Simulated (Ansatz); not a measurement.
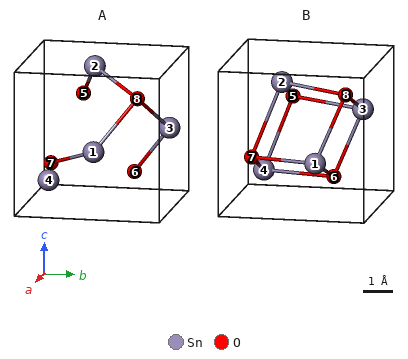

Two geometries of a crystal of SnO (built on the FeSi-198 type type), drawn at one scale. One is the start of a relaxation, the other its converged end. A ball-and-stick model of the cell of the calculation, seen slightly off an axis.

Method: DFT, PBEsol, plane waves, PAW in Ansatz. Set-up: plane-wave cutoff 420 eV; k-point mesh 4 × 4 × 4; occupations fermi dirac; smearing width 0.03 eV; no spin polarisation; cell and atoms relaxed; force threshold 0.01 eV/Å; at most 120 steps.

### Which of the two is the end point?

Structure A is the relaxed one. After 10 accepted moves (13 points after the start) the energy has fallen by 5.458 eV per cell of the calculation. The largest force component goes from 0.37 to 0.00064 eV/Å. The pressure goes from −12.59 to −0.01 GPa. The line search rejected the trial step at point 9 of the run. At 2 points the geometry stayed and the basis and grid were re-selected for the new cell (energy shift of 6.4 meV per cell of the calculation at most each time). The largest moves relative to the cell, 0.88 Å, are those of Sn1, Sn2, Sn3 and Sn4. Sn1 goes along [1 −1 1]. By element the largest moves are Sn 0.88 Å, O 0.27 Å. The volume changes by −2.1 %, with a = b = c 5.219 → 5.182 Å (−0.7 %). Among the contacts that change: Sn1–O6 2.927 → 3.737 Å, Sn1–O5 2.672 → 2.040 Å, Sn1–O6 (another image) 2.717 → 2.427 Å. The space group stays P2_13 (No. 198).
